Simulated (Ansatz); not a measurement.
```cif
data_structure
_symmetry_space_group_name_H-M 'P 1'
_symmetry_Int_Tables_number 1
_cell_length_a 4.6321
_cell_length_b 3.2754
_cell_length_c 4.6321
_cell_angle_alpha 90.000
_cell_angle_beta 90.000
_cell_angle_gamma 90.000
_cell_volume 70.28
loop_
_atom_site_label
_atom_site_type_symbol
_atom_site_fract_x
_atom_site_fract_y
_atom_site_fract_z
_atom_site_occupancy
Au1 Au 0.00000 0.22710 0.75000 1
Au2 Au 0.50000 0.72710 0.75000 1
Au3 Au 0.50000 0.27290 0.25000 1
Au4 Au 0.00000 0.77290 0.25000 1
```

Space group Cmcm; a structure from a database of computed crystals, not necessarily the ambient phase; not relaxed (largest force 0.4 eV/Å).

All numbers below come from DFT r2SCAN, scalar-relativistic, plane waves, PAW in Ansatz 0.2.0.

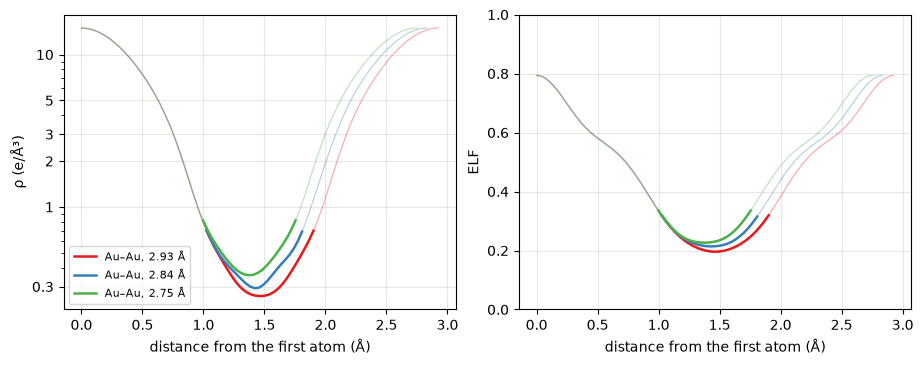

Au. Valence electron density and ELF along straight lines between neighbouring atoms. Thin, pale parts lie inside the atomic spheres.

Core electrons are frozen (PAW), and the valence fields are smoothed inside the atomic spheres.

Compare the contacts.

Answer. Au–Au (2.93 Å): the density is about 0.26 e/Å³ at the midpoint; the ELF is about 0.20 at the midpoint; no localised pair shows between them.
Au–Au (2.84 Å): the density is about 0.29 e/Å³ at the midpoint; the ELF is about 0.20 at the midpoint; no localised pair shows between them.
Au–Au (2.75 Å): ρ is about 0.36 e/Å³ halfway; the ELF is about 0.25 at the midpoint: no shared electron pair shows on this line.
